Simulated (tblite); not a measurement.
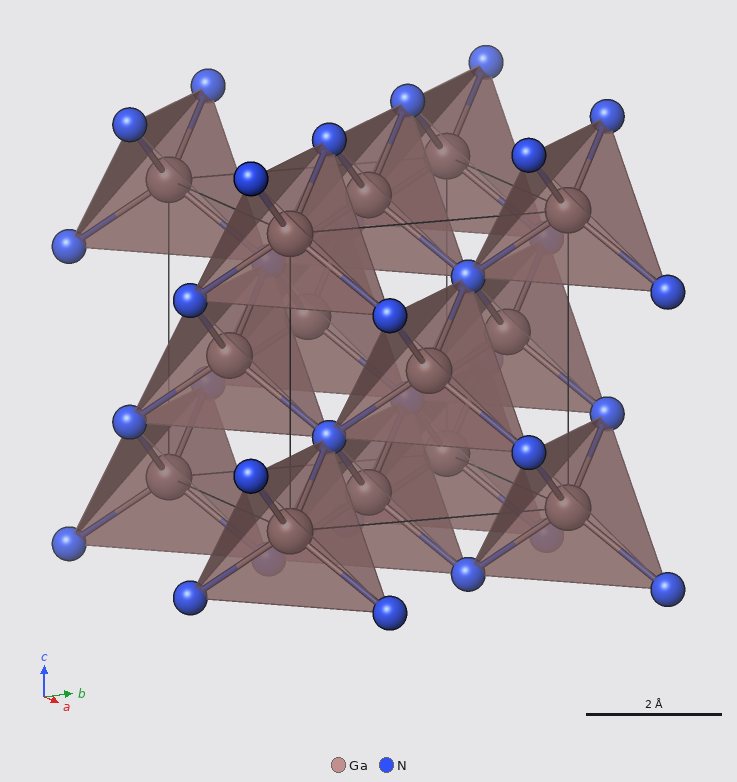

*The input geometry (polyhedral view of the cell 4 times as large as that of the calculation, set on its symmetry axes, seen slightly off an axis; polyhedra are completed across the faces of the cell).*

Single-point calculation of GaN

- system: GaN (F-43m, 2 atoms in the cell)
- method: with the settings of its input (tblite 0.8.0)

The structure was built on a prototype by a generator. Some settings of this run were made unusual or wrong on purpose. The geometry comes from this level: r2SCAN.

Input file
```python
import json
from ase import Atoms
from ase.build import make_supercell
from ase.units import Bohr, GPa, Hartree
from tblite.interface import Calculator

atoms = Atoms(['Ga', 'N'],
              cell=[[0.0, 2.24895255, 2.24895255], [2.24895255, 0.0, 2.24895255], [2.24895255, 2.24895255, 0.0]],
              scaled_positions=[[0.0, 0.0, 0.0], [0.25, 0.25, 0.25]],
              pbc=True)
cluster = make_supercell(atoms, [[-1, 1, 1], [-1, -1, 1], [1, -1, 1]])
calc = Calculator('GFN2-xTB', cluster.numbers, cluster.positions / Bohr, lattice=cluster.cell[:] / Bohr, periodic=cluster.pbc)
calc.set('temperature', 0.02 / Hartree)
calc.set('max-iter', 150)
res = calc.singlepoint()
levels = res.get('orbital-energies') * Hartree
nv = round(res.get('orbital-occupations').sum() / 2)
cells = len(cluster) // len(atoms)
out = {'energy_per_cell': res.get('energy') * Hartree / cells, 'homo': levels[nv - 1], 'lumo': levels[nv],
       'stress': (-res.get('virial') * Hartree / cluster.get_volume() / GPa).tolist(), 'charges': res.get('charges')[:len(atoms)].tolist(), 'electrons': 2 * nv / cells}
json.dump(out, open('results.json', 'w'))
for key, value in out.items():
    print(key, value)
```

Run on 1 thread of Intel Xeon (Granite Rapids), 32 GiB of memory available, shared host.

Launch command:
```bash
python run.py
```

The program's output
```
------------------------------------------------------------
  cycle        total energy    energy error   density error
------------------------------------------------------------
      1     -15.30464432400  -1.5374992E+01   3.9836494E-01
      2     -15.79579034240  -4.9114602E-01   1.8418793E-01
      3     -16.22535731694  -4.2956697E-01   1.5210409E-01
      4     -16.64668942840  -4.2133211E-01   3.6613005E-02
      5     -16.63766227017   9.0271582E-03   3.0706159E-02
      6     -16.65662334186  -1.8961072E-02   9.1305141E-03
      7     -16.65756625529  -9.4291343E-04   7.4999233E-04
      8     -16.65757219830  -5.9430118E-06   3.1098165E-04
      9     -16.65757455432  -2.3560165E-06   8.8793655E-05
     10     -16.65757475558  -2.0126107E-07   1.9563468E-05
------------------------------------------------------------

 total:                                   0.704 sec
energy_per_cell -113.31892422594784
homo -11.190307490830593
lumo -9.56281216864399
stress [[7.026002273138846, -1.6001408133624412e-06, 1.6001404227494167e-06], [-1.6001408130097655e-06, 7.026002273138112, 1.6001401225194502e-06], [1.6001404231432755e-06, 1.6001401228019492e-06, 7.0260022731384435]]
charges [0.3894489354040197, -0.389444999820167]
electrons 8.0
```

Outcome

| quantity | value |
| --- | --- |
| outcome | converged |
| space group (tolerance 0.01 Å) | F-43m (216) |
| electrons treated | 8 |
| total energy | −113.3189 eV |
| band gap | 1.63 eV |
| pressure | 7.03 GPa |
| wall time | 1.2 s |
| peak memory | 0.089 GiB |

Some settings of this run were drawn to be unusual or wrong. It converged; results that depend on the unusual settings are not reference values.
